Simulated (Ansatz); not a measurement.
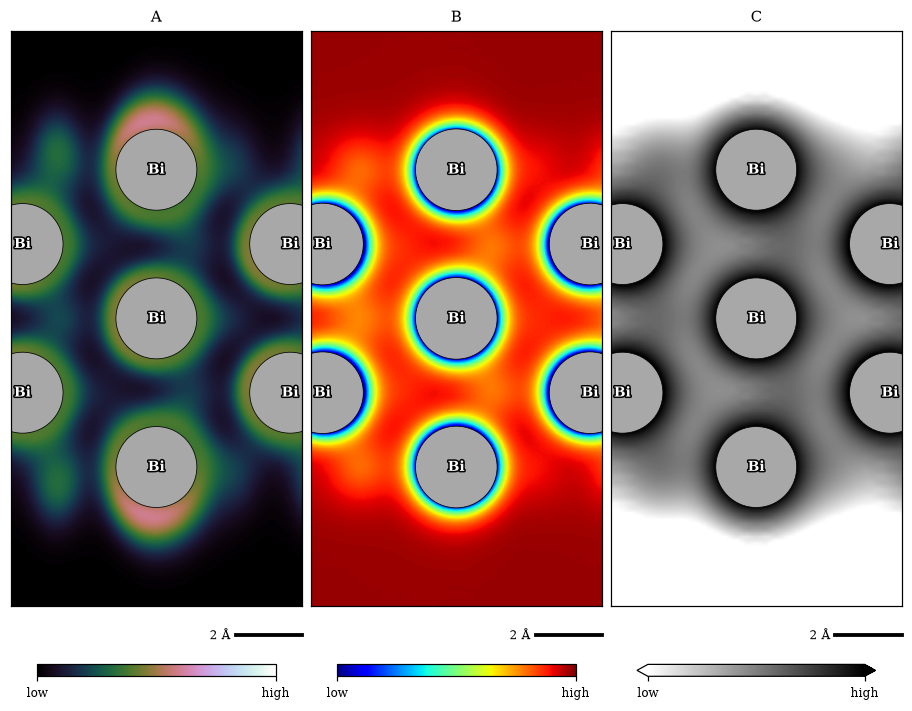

Bi (slab): 3 fields on the (11̄0) plane of the calculation cell, a cut from vacuum to vacuum, with unlabelled colour scales. Grey discs cover the atomic cores.

Not relaxed (largest force 0.8 eV/Å).

Computed with Ansatz, DFT LDA, scalar-relativistic, plane waves, PAW.

### Which field does each panel show? The fields are: electron localisation function, electrostatic potential energy of an electron and valence pseudo-density.

Panel A: electron localisation function. Panel B: electrostatic potential energy of an electron (low next to the atoms, rising into the space between them). Panel C: valence pseudo-density.
